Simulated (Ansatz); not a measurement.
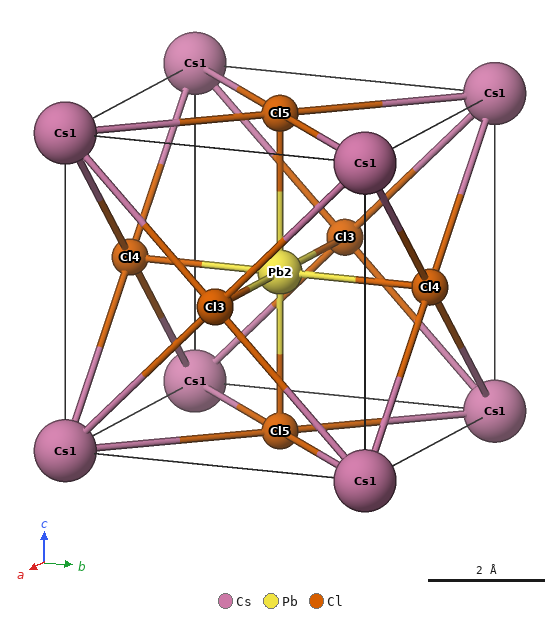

This is crystalline CsPbCl3 (set up in Pm-3m). Style: ball-and-stick. Shown: the cell of the calculation, slightly off an axis.

Theory: DFT r2SCAN, scalar-relativistic, plane waves, PAW (Ansatz 0.2.0). Set-up: plane-wave cutoff 500 eV; k-point mesh 6 × 6 × 6; occupations gaussian; smearing width 0.02 eV; no spin polarisation.

Change: Strain along c alone, −4.0 %, is applied. Symmetry leaves the atoms no freedom, so this is a single point.

Input file:
```yaml
crystal:
  lattice:
    - [5.6758069162, 0.0, 0.0]
    - [0.0, 5.6758069162, 0.0]
    - [0.0, 0.0, 5.4487746395]
  atoms:
    - { symbol: Cs, position: [0.0, 0.0, 0.0] }
    - { symbol: Pb, position: [0.5, 0.5, 0.5] }
    - { symbol: Cl, position: [0.0, 0.5, 0.5] }
    - { symbol: Cl, position: [0.5, 0.0, 0.5] }
    - { symbol: Cl, position: [0.5, 0.5, 0.0] }
basis:
  ecutwfc: 500
kpoints:
  mp_grid: { grid: [6, 6, 6] }
hamiltonian:
  xc: r2scan
scf:
  occupations: { method: gaussian, width: 0.02 }
output:
  forces: true
  stress: true
  eigenvalues: true
```

Launched with:
```bash
ansatz run input.yaml --threads 1 --pin off --max-ram 2560MiB --backend cpu --events-out ev --progress --plain --runs-dir out
```

What does the calculation give for the changed structure?

The energy rises by 12.0 meV per atom. Pressure: 0.0 GPa before, 1.2 GPa after. The principal stresses (compression positive) are 2.9 GPa along c and 0.3 GPa across it. All forces vanish by symmetry. Some distances before and after: Cl–Pb 2.838 → 2.724 to 2.838 Å, Cl–Cs 4.013 → 3.934 to 4.013 Å. The space group (tolerance 0.01 Å) goes from Pm-3m (No. 221) to P4/mmm (No. 123).

The changed structure in the same view:

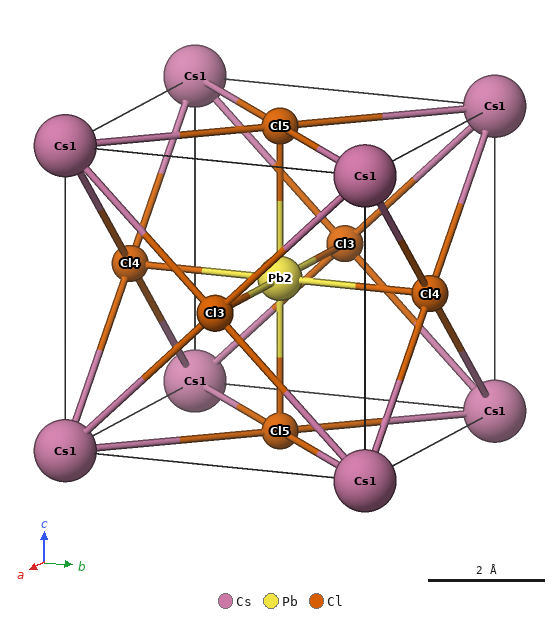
